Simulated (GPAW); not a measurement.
KCl (Fm-3m): refractive index against wavelength

The refractive index of KCl (Fm-3m) below the direct gap (5.19 eV on the mesh) is read from one computed spectrum, n = √(Re ε).

Cell: a, b, c = 4.450, 4.450, 4.450 Å (primitive vectors), 2 atoms.

Method: GPAW 26.7.0, PBE, RPA, k-mesh 10×10×10, local fields up to 60 eV, Lorentzian half width 0.15 eV.

Launch of the response step: `OMP_NUM_THREADS=1 python df.py`. The run took 1.8 min, its band step included, on 1 thread of Arm Neoverse V2 (shared host).

```tsv
wavelength (nm)	photon energy E (eV)	n
850	1.459	1.4823
700	1.771	1.4866
633	1.959	1.4897
532	2.331	1.4971
450	2.755	1.5077
405	3.061	?
365	3.397	1.5294
```

In the single-oscillator model n² − 1 = E₀E_d/(E₀² − E²), so 1/(n² − 1) = E₀/E_d − E²/(E₀E_d) is linear in E².

Working, on the rows shown:

| x = E² (eV²) | y = 1/(n² − 1) |
| --- | --- |
| 2.12762 | 0.835273 |
| 3.13716 | 0.82646 |
| 3.83641 | 0.820206 |
| 5.43137 | 0.805602 |
| 7.59115 | 0.785448 |
| 11.5384 | 0.74679 |

Means: x̄ = 5.6104, ȳ = 0.8033. Σ(x − x̄)(y − ȳ) = -0.5694, Σ(x − x̄)² = 60.49. Slope = -0.5694 / 60.49 = -0.009413; intercept = ȳ − slope · x̄ = 0.85611. Turned back into n, the line misses the rows shown by at most 0.00043.

Problem. Predict the last column of the withheld row from the fit.

Solution. At x = 9.3718 the line gives y = 0.76789, that is 1.5173. The run gave 1.5171, so the interpolation is off by 0.00022, 0.5 % of the range in the table.

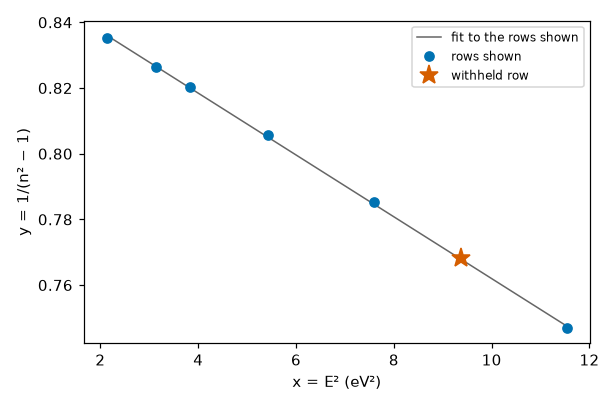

Refitted with all rows, the slope is -0.009395 and the intercept 0.85605. These give E₀ = √(intercept/−slope) = 9.55 eV and E_d = E₀/intercept = 11.2 eV; E₀ is 1.8 times the direct gap. The electronic limit at long wavelengths, without lattice vibrations, is n = √(1 + 1/intercept) = 1.472. Excitons are left out; PBE gaps are as a rule too small. The values come from a sum over the points of one k-mesh and carry its error, which grows as the direct gap shrinks.

[Logs are printed without paths, hosts, clocks, repeated set-up lines and the standing remarks that a program may print on its own settings, such as how far it seeks lower states.]
